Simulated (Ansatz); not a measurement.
AlGa2N2

The calculation's input:

```
crystal:
  lattice:
    - [3.6486116353, 0.0, 0.0]
    - [0.0, 3.6486116353, 0.0]
    - [0.0, 0.0, 5.045374985]
  atoms:
    - { symbol: Al, position: [0.0, 0.0, 0.0] }
    - { symbol: Ga, position: [0.5, 0.5, 0.256858027] }
    - { symbol: Ga, position: [0.5, 0.5, 0.743141973] }
    - { symbol: "N", position: [0.0, 0.5, 0.5] }
    - { symbol: "N", position: [0.5, 0.0, 0.5] }
basis:
  ecutwfc: 420
kpoints:
  mp_grid: { grid: [10, 10, 8] }
hamiltonian:
  xc: pbe
scf:
  occupations: { method: gaussian, width: 0.1 }
output:
  forces: true
  stress: true
  eigenvalues: true
  write_density: true
  write_potential: true
  elf: true
  volumetric_format: npy
relax:
  adjacent_minimum: "off"
  f_tol: 0.01
  max_steps: 80
  cell: { stress_tol: 0.05 }
```

Launched as:

```sh
ansatz run input.yaml --threads 1 --pin off --max-ram 2560MiB --backend cpu --events-out ev --progress --plain --runs-dir out
```

Below, planes, directions and counts refer to the conventional cell (a = 3.68 Å, b = 3.68 Å, c = 4.96 Å, α = 90.00°, β = 90.00°, γ = 90.00°).

The fields are those of the run's last geometry, not of the input's.

Space group P4/mmm; a structure generated by program, which may or may not match a known phase; computed without spin polarisation.

Level of theory: Ansatz, DFT PBE, scalar-relativistic, plane waves, PAW.

In a PAW calculation such maps are meaningful between the atoms, not at the nuclei.

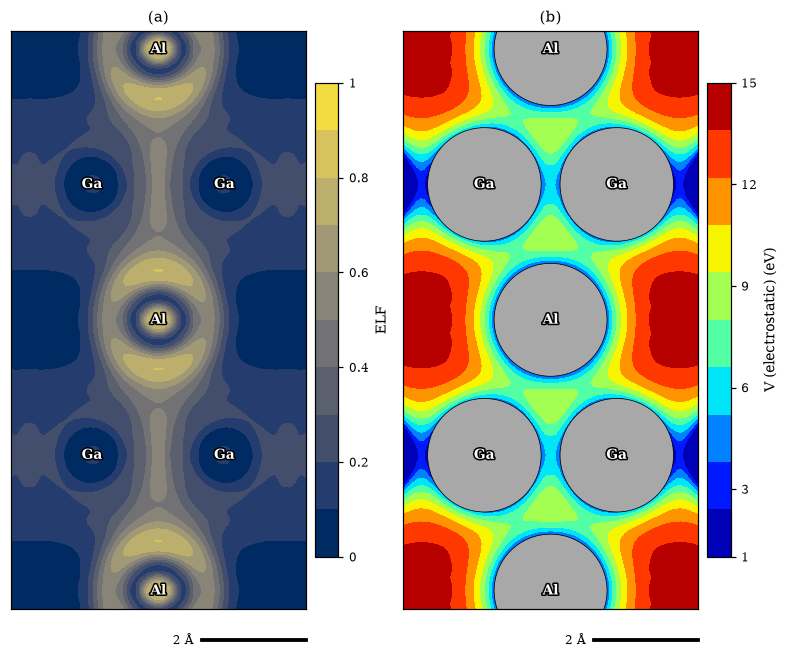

Figure 1. (a) ELF; (b) electrostatic potential energy of an electron on the (110) plane of the conventional cell. Grey discs cover the atomic cores in the potential map.

Q: Read the bonding off the picture.

A: The plane passes through Al and Ga nuclei.
Al–Ga (2.90 Å): the ELF is about 0.45 at the midpoint.
Ga–Ga (2.54 Å): the ELF reaches about 0.55 near the midpoint.
Outside the cores the potential energy rises away from the atoms and is highest about 1.7 Å from the nearest atoms; its zero is arbitrary.

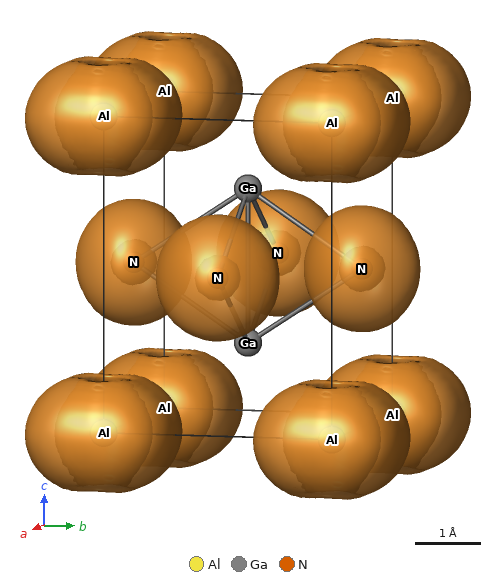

Figure 2. Isosurface of the electron localisation function at 0.6 (orange), seen slightly off an axis. Core shells and regions of very low density are left out. Sticks mark near contacts.

Q: Identify the bonds, lone pairs and shells in this picture.

A: At this value the surface marks out one region wrapped around Al (its valence shell) and two regions wrapped around N (the valence shell of each), counted in one cell of 5 atoms. Regions shared between cells count once. Along the contacts the grid gives the following. Ga–N (2.20 Å): the ELF peaks at about 0.85 in the valence shell of N, 0.6 Å from its nucleus, and is about 0.30 at the midpoint. Ga–Ga (2.42 Å): the ELF is about 0.20 at the midpoint; no shared electron pair shows on this line.

Q: Does the calculation make it a metal, or give it a gap?

A: It is metallic or semimetallic at this level of theory: no gap opens.
